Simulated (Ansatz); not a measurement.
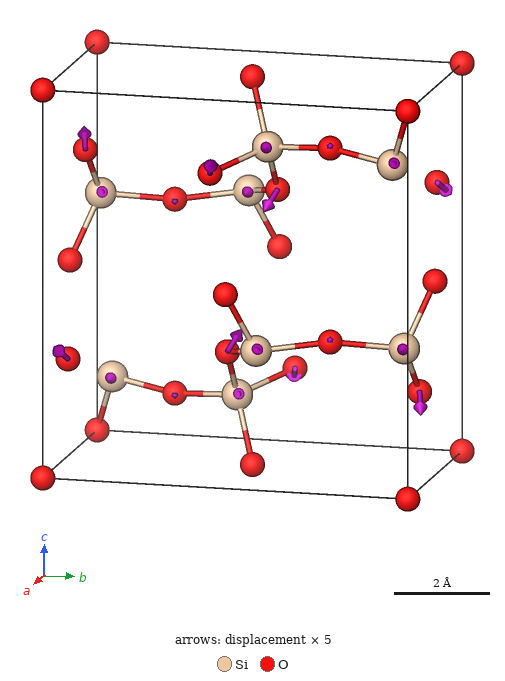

This is a relaxation of solid SiO$_{2}$ (set up in Pccn). The starting structure is drawn; purple arrows show the displacements (the part carried along by the change of the cell is left out), magnified 5 times.

The picture is a ball-and-stick view of the cell of the calculation, seen slightly off an axis.

Case: volume × 0.97, shape and atoms relaxed.

Computed with Ansatz, DFT LDA, scalar-relativistic, plane waves, PAW. Set-up: plane-wave cutoff 420 eV; k-point mesh 6 × 4 × 4; occupations gaussian; smearing width 0.02 eV; no spin polarisation; cell relaxed at fixed volume; force threshold 0.01 eV/Å; at most 30 steps.

Q: What did the optimiser do to the structure, and how much energy did it gain?

A: The energy falls by 0.104 eV per cell of the calculation in 6 accepted moves (9 points after the start). Largest force component: 0.32 eV/Å at the start, 0.00073 eV/Å at the end. Pressure: 6.07 GPa at the start and 2.46 GPa at the end. The line search rejected the trial step at point 3 of the run. At 2 points the geometry stayed and the basis and grid were re-selected for the new cell (energy shift of 3.9 meV per cell of the calculation at most each time). The largest moves relative to the cell, 0.14 Å, are those of O atoms. Largest moves by element: O 0.14 Å, Si 0.06 Å. The drawn cell changes at constant volume: a 4.639 → 4.635 Å (−0.1 %), b 7.977 → 8.109 Å (+1.7 %), c 8.432 → 8.301 Å (−1.5 %). Near-neighbour distances that change, for instance: O–Si 1.599 → 1.614 Å, O–Si 1.582 → 1.590 Å. Among the angles between lasting bonds that change: Si–O–Si 135.1° → 132.4°. The space group stays Pccn (No. 56).
